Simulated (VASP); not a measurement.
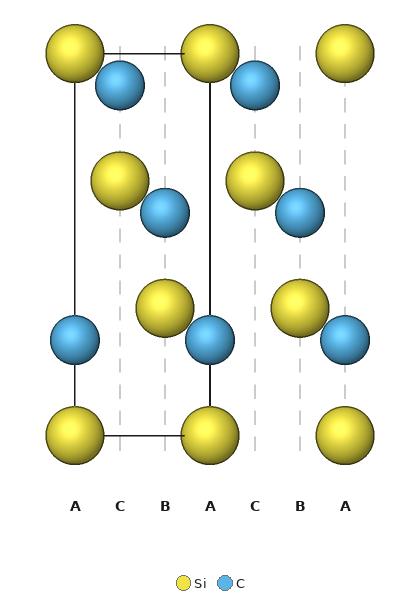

Projection along an edge of the hexagonal mesh, stacking direction [111] upwards. The dashed lines mark the three columns A (0, 0), B (1/3, 2/3) and C (2/3, 1/3). The box is the hexagonal cell of the face-centred cubic lattice. The sequence starts with the first layer at or above the cell's origin.

The compound is SiC (space group F-43m, No. 216), taken as the end point of a relaxation with VASP Kohn-Sham DFT of a periodic cell, PBEsol0, VASP PAW PBE potentials, recommended in VASP.

Question: Read off the stacking sequence over one period.

Answer: Si(A) – C(A) – Si(B) – C(B) – Si(C) – C(C) (six layers in 7.50 Å).
